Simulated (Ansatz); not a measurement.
## LiH: 5 runs along one coordinate

System: LiH (Fm-3m, 2 atoms in the cell).
Method: Kohn-Sham DFT of a periodic cell, PBE, Ansatz PAW, no spin polarisation (Ansatz 0.2.0).

The 5 runs differ only in the geometry, by an even scaling of the cell at fixed fractional positions. The structure derives from an entry of the Crystallography Open Database.

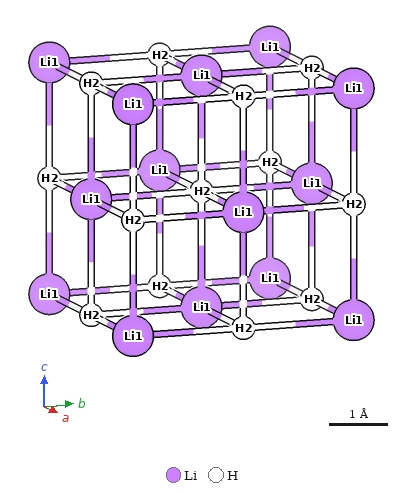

Figure 1. The structure of run 3 (ball-and-stick view of the cell 4 times as large as that of the calculation, set on its symmetry axes, seen slightly off an axis; atoms are numbered from 1 in the order of the input).

### Input of run 3
```yaml
crystal:
  lattice:
    - [0.0, 2.03675, 2.03675]
    - [2.03675, 0.0, 2.03675]
    - [2.03675, 2.03675, 0.0]
  atoms:
    - { symbol: Li, position: [0.0, 0.0, 0.0] }
    - { symbol: H, position: [0.5, 0.5, 0.5] }
hamiltonian:
  xc: pbe
  pseudopotentials: { kind: paw }
kpoints:
  mp_grid: { grid: [11, 11, 11] }
scf:
  occupations: { method: fermi_dirac, width: 0.05 }
output:
  forces: true
  stress: true
  eigenvalues: true
```

Command:
```bash
ansatz run input.yaml --threads 1 --pin off --max-ram 2560MiB --backend cpu --events-out ev --progress --plain --runs-dir out
```

Lattice vectors (Å) and fractional positions of run 3:
```
   0.000000    2.036750    2.036750
   2.036750    0.000000    2.036750
   2.036750    2.036750    0.000000
Li  0.000000  0.000000  0.000000
H   0.500000  0.500000  0.500000
```

Run 2 differs from it as follows:
```diff
-    - [0.0, 2.03675, 2.03675]
-    - [2.03675, 0.0, 2.03675]
-    - [2.03675, 2.03675, 0.0]
+    - [0.0, 2.009222977, 2.009222977]
+    - [2.009222977, 0.0, 2.009222977]
+    - [2.009222977, 2.009222977, 0.0]
```

### Results, with one run withheld

| run | volume per atom (Å³) | free energy per atom, from the lowest run given (meV) | pressure (GPa) | gap on the mesh (eV) |
| --- | --- | --- | --- | --- |
| 1 | 7.942 | 0.00 | 0.46 | 3.17 |
| 2 | 8.111 | ? | ? | ? |
| 3 | 8.449 | 2.03 | −1.65 | 3.21 |
| 4 | 8.787 | 6.74 | −2.78 | 3.22 |
| 5 | 8.956 | 9.93 | −3.27 | 3.23 |

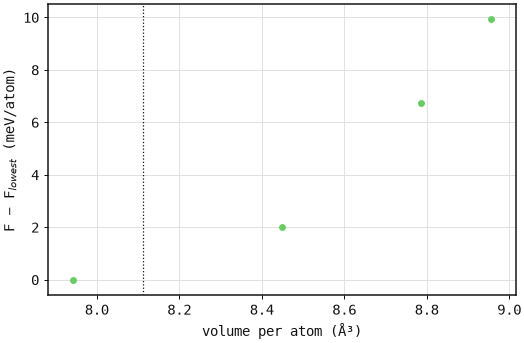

Figure 2. Free energy per atom of the runs given; the dotted line marks run 2.

Estimate the energy of run 2 from the others.

A quadratic polynomial in V^(−2/3) (the Birch–Murnaghan form), fitted to the 4 runs given, misses them by at most 0.01 meV per atom. With x = V^(−2/3) − 0.23975 Å⁻², it reads F = 2.802 − 635.92 x + 34153 x² (meV per atom). At run 2 it gives −0.10 meV per atom, and the run itself gives −0.08. The slope of the fit gives a pressure −dF/dV of −0.30 GPa there, and the run prints −0.31 GPa. The fit has its minimum at 8.045 Å³ per atom, where V d²F/dV² gives 37.5 GPa: the bulk modulus at this level, since symmetry fixes the shape and the positions. The gap on the mesh goes, without turning, from 3.17 eV in run 1 to 3.23 eV in run 5; run 2 has 3.18 eV. These are gaps of this functional on this mesh, which can miss the band edges; they aren't the measured gap.

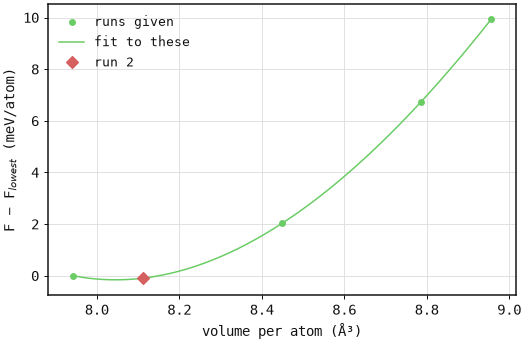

Figure 3. The fit and the withheld run.

### Output, shortened to warnings, some set-up lines, iterations and results (run 2)
```
Basis set: ecut = 420 eV, 331 PW (Γ), exchange–correlation on 40×40×40 points (8 copies of the dense FFT grid, shifted against one another)
Symmetry: 48 space group operations
k-points: 56 of 1331
Initial density: superposition of atomic densities (neutral atoms: chi_scale 0, normalization atom), corrected by the library's trained network
[...]
SCF iter   1: F=—  HF=-221.391561 eV  |F-HF|=—  |Δ(HF+E_count)|=         —  Δρ=9.41e-4  dr2=6.71e-5  ethr=1.77e-3  ⟨swp⟩=4.6  Hψ=2669  notcnv=0
SCF iter   2: F=—  HF=-221.391603 eV  |F-HF|=—  |Δ(HF+E_count)|=   4.21e-5  Δρ=4.09e-4  dr2=1.16e-5  ethr=1.68e-6  ⟨swp⟩=1.8  Hψ=828  notcnv=0
SCF iter   3: F=—  HF=-221.391625 eV  |F-HF|=—  |Δ(HF+E_count)|=   2.23e-5  Δρ=5.75e-5  dr2=3.75e-7  ethr=2.90e-7  ⟨swp⟩=2.0  Hψ=392  notcnv=0
SCF iter   4: F=-221.391626 eV  HF=-221.391626 eV  |F-HF|=6.05e-9  |Δ(HF+E_count)|=   7.51e-7  Δρ=8.77e-6  dr2=8.49e-9  ethr=9.37e-9  ⟨swp⟩=2.0  Hψ=392  notcnv=0
SCF iter   5: F=-221.391626 eV  HF=-221.391626 eV  |F-HF|=1.34e-11  |Δ(HF+E_count)|=   3.80e-9  Δρ=1.37e-6  dr2=1.42e-10  ethr=2.12e-10  ⟨swp⟩=1.9  Hψ=431  notcnv=0
SCF iter   6: F=-221.391626 eV  HF=-221.391626 eV  |F-HF|=5.40e-13  |Δ(HF+E_count)|=  6.95e-11  Δρ=1.22e-7  dr2=2.43e-12  ethr=3.56e-12  ⟨swp⟩=1.0  Hψ=952  notcnv=0
SCF 1 converged in 6 iterations: F = -221.391626 eV  dr2 = 2.43e-12
SCF converged after 6 iterations
Free energy (F): -221.391626 eV
Harris-Foulkes:  -221.391626 eV  (|F-HF|=5.40e-13)
Internal energy: -221.391626 eV  (E = F + TS)
E sigma→0 (E₀):  -221.391626 eV
Fermi energy:    2.248290 eV
--- Per-component energies (eV) ---
  E_band       = -90.323926
  E_kinetic    = 35.929882
  E_local      = -124.876364  (includes V_loc(G=0)·N_el)
  E_nonlocal   = -31.738144
  E_hartree    = 34.906061
  E_xc         = -20.202619
  E_vxc        = -26.080625  (∫ρ·V_xc dr)
  E_paw        = -21.547961  (= ΣΔE_a)
  E_vpaw       = -13.369790  (= ΣTr[D̂ρ^β])
  E_aug_tail   = -0.001013  (compensation charges beyond the density's cutoff)
  E_ewald      = -93.861470
  E_smearing   = -0.000000  (= −TS)
  E_closure    = 0.000000  (closes the sum)
  Σ components = -221.391626   (vs F -221.391626, Δ=0.00e0)
--- Forces (eV/Å), atoms counted from 1 ---
  atom   1  Li    -0.00000000    -0.00000000     0.00000000
  atom   2  H      0.00000000    -0.00000000    -0.00000000
  max |Σ_I F_I| component: 1.07e-30 eV/Å
--- Stress (GPa, compression-positive) ---
       -0.305686      -0.000000      -0.000000
        0.000000      -0.305686       0.000000
       -0.000000      -0.000000      -0.305686
  P = ⅓ Tr σ = -0.3057 GPa (-3.057 kbar)
```
